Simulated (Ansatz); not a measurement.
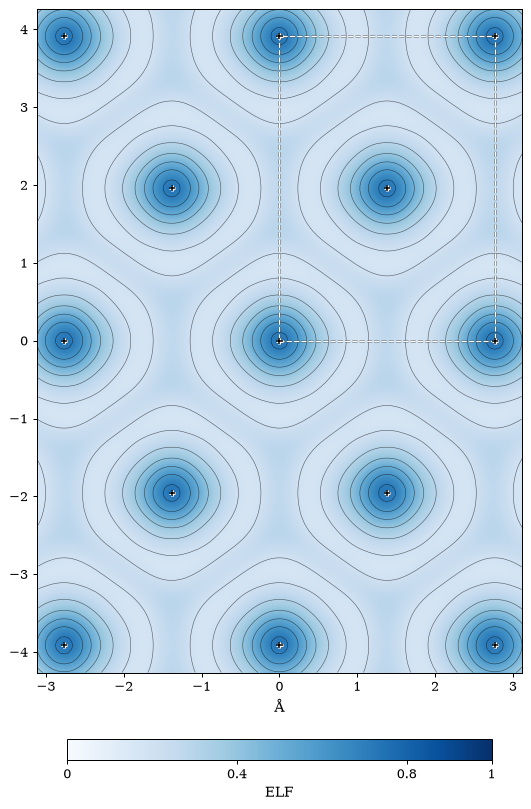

The ELF on a plane through atoms (crosses mark nuclei in the plane).

Theory: Kohn-Sham DFT of a periodic cell, PBE, Ansatz PAW (Ansatz).

Candidates:
A. TaN, a = 4.48 Å, b = 4.48 Å, c = 4.48 Å, α = 90.00°, β = 90.00°, γ = 90.00°. Space group Fm-3m; a structure from a database of computed crystals, not necessarily the ambient phase; computed pressure about −13 GPa in this cell.
B. Ni, a = 2.77 Å, b = 2.77 Å, c = 2.77 Å, α = 90.00°, β = 90.00°, γ = 90.00°. Space group Im-3m; a structure from a database of computed crystals, not necessarily the ambient phase; computed pressure about 7 GPa in this cell; spin-polarised.

**Which system is this?**

Candidate B: Ni on the (110) plane of the conventional cell, which holds Ni. Ni–Ni (2.40 Å): the ELF is about 0.25 at the midpoint; no localised pair shows between them.
